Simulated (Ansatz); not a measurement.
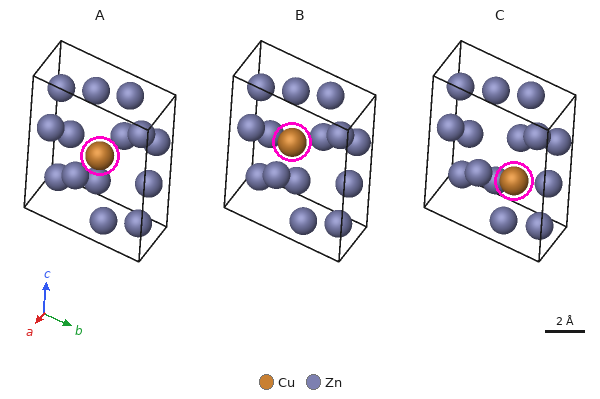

3 geometries from a converged minimum-energy path of a defect cell of composition Zn14Cu (15 atoms in the cell), shuffled. Style: spheres-only. Shown: the simulation cell (origin moved), slightly off an axis. The moving atom is ringed, with any periodic copies.

Method: DFT PBE, scalar-relativistic, plane waves, PAW in Ansatz. Settings: plane-wave cutoff 420 eV; k-point mesh 4 × 4 × 4; Gaussian smearing 0.1 eV; 3 movable images; climbing image.

**Which frame is the top of the path?**

A. In order along the path, whose images run from 0 to 4: C (image 0, 0.00 eV), A (image 2, +0.45 eV), B (image 3, +0.26 eV). The Cu atom travels furthest, 3.00 Å from end to end, along [0 −1 1], on a straight line. At the highest image its nearest neighbour (Zn) is 2.51 Å away, against 2.69 Å at the start, and the surrounding atoms stand up to 0.24 Å off the mean of their end positions.

Limits of the set-up: the periodic images lie only 6.8 Å apart, so the values are limited by the cell's size.
